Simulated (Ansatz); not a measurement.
CsSnBr₃

```cif
data_structure
_symmetry_space_group_name_H-M 'P 1'
_symmetry_Int_Tables_number 1
_cell_length_a 5.7644
_cell_length_b 5.7644
_cell_length_c 5.7644
_cell_angle_alpha 90.000
_cell_angle_beta 90.000
_cell_angle_gamma 90.000
_cell_volume 191.54
loop_
_atom_site_label
_atom_site_type_symbol
_atom_site_fract_x
_atom_site_fract_y
_atom_site_fract_z
_atom_site_occupancy
Cs1 Cs 0.50000 0.50000 0.50000 1
Sn1 Sn 0.00000 0.00000 0.00000 1
Br1 Br 0.50000 0.00000 0.00000 1
Br2 Br 0.00000 0.50000 0.00000 1
Br3 Br 0.00000 0.00000 0.50000 1
```

Space group Pm-3m; a generated structure, not necessarily the stable one.

Computed with DFT r2SCAN, spin-orbit coupling, plane waves, PAW in Ansatz.

Question: What will maps of the valence pseudo-density and electron localisation function show?

Answer: Sn–Br (2.88 Å): ρ is about 0.26 e/Å³ halfway; the ELF is about 0.35 at the midpoint.
Cs–Br (4.08 Å): ρ at the midpoint is about 0.03 e/Å³; the ELF is about 0 at the midpoint (an ionic contact with no shared pair).

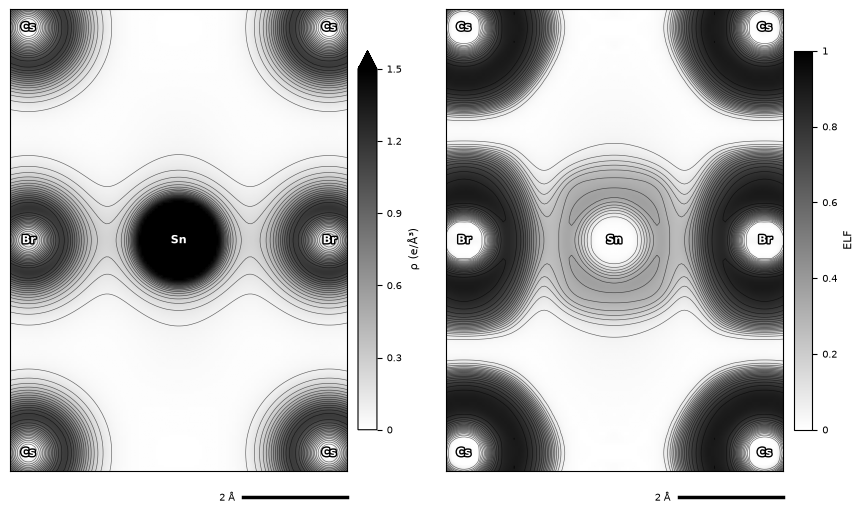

Computed valence pseudo-density and electron localisation function on the (011̄) plane of the conventional cell, in this order. 

In a PAW calculation such maps are meaningful between the atoms, not at the nuclei.
